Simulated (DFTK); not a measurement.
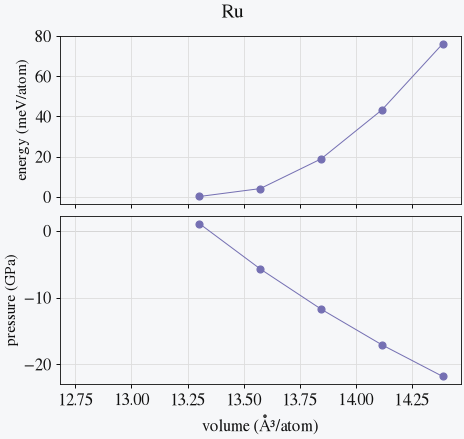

The figure shows the energy and pressure against volume for Ru, space group P6_3/mmc (No. 194).

Cell as given: a = 2.706 Å, b = 2.706 Å, c = 4.282 Å, α = 90.00°, β = 90.00°, γ = 120.00°; 2 atoms.

Computed with DFTK 0.8.2: plane-wave DFT, no spin polarisation; energies at scaled volumes of the given cell, shape and fractions fixed, counted from the fit's minimum, third-order Birch-Murnaghan fit. Level: PBEsol.

```csv
setting,value
k mesh,11×11×6
occupations,Fermi–Dirac
smearing width,0.05 eV
potentials,dojo.nc.sr.pbesol.v0_4_1.standard
wave cutoff,1143 eV
```

The points at volume 12.76 Å³/atom and 13.03 Å³/atom are left out of the plot. What values does the calculation give there?

```csv
volume (Å³/atom),energy (meV/atom),pressure (GPa)
12.76,30.41,17.27
13.03,8.42,8.69
```

Limits of the calculation: shape and atomic fractions are frozen while scaling, which makes layered, chain and framework solids too stiff.
